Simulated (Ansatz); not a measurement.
System: Sc, space group Im-3m (No. 229), 1 atom in the cell, a structure borrowed from another compound.

```cif
data_structure
_symmetry_space_group_name_H-M 'Im-3m'
_symmetry_Int_Tables_number 229
_cell_length_a 3.2962
_cell_length_b 3.2962
_cell_length_c 3.2962
_cell_angle_alpha 90.000
_cell_angle_beta 90.000
_cell_angle_gamma 90.000
_cell_volume 35.81
loop_
_atom_site_label
_atom_site_type_symbol
_atom_site_symmetry_multiplicity
_atom_site_Wyckoff_symbol
_atom_site_fract_x
_atom_site_fract_y
_atom_site_fract_z
_atom_site_occupancy
Sc1 Sc 2 a 0.00000 0.00000 0.00000 1
```

Method: DFT with r2SCAN, PAW plane waves, no spin polarisation, 14×14×14 k mesh, 500 eV cutoff (Ansatz).

Predict the main features of the band structure and density of states. The path is Γ–H–N–Γ–P–H–P–N.

A metal: 2 bands cross the Fermi level along this path. Bands cross the Fermi level on Γ–H, H–N, Γ–P, P–H, H–P and P–N, and not on N–Γ. The density of states at the Fermi level is about 1.8 per eV and cell (mean within 0.25 eV). By projected weight, the states within 0.3 eV of the Fermi level are Sc 3d almost alone.

The structure was built from a prototype or by substitution, so it need not be a known phase. The cell is at 30 GPa in this functional. The run has no spin polarisation, and a density of states this high at the Fermi level may favour a magnetic state.

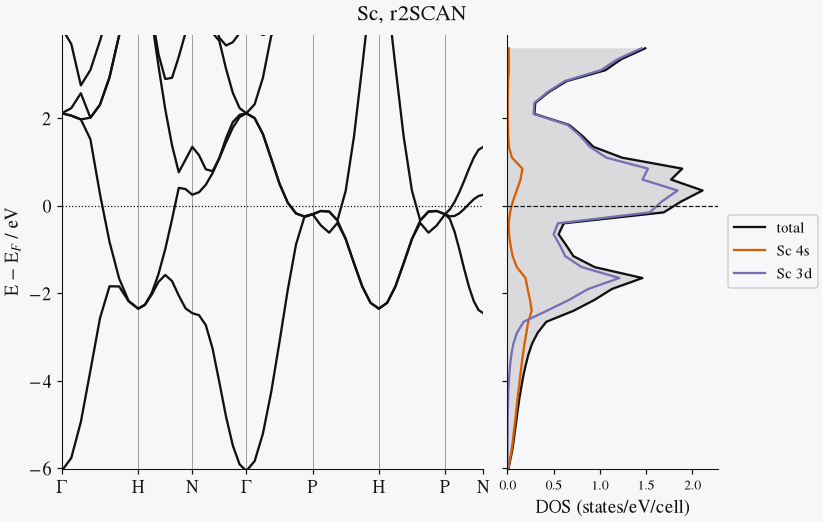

Band structure and density of states. Energies are counted from the Fermi level. The path runs straight from each named point to the next. The partial curves are projected on Löwdin-orthogonalised atomic shells.
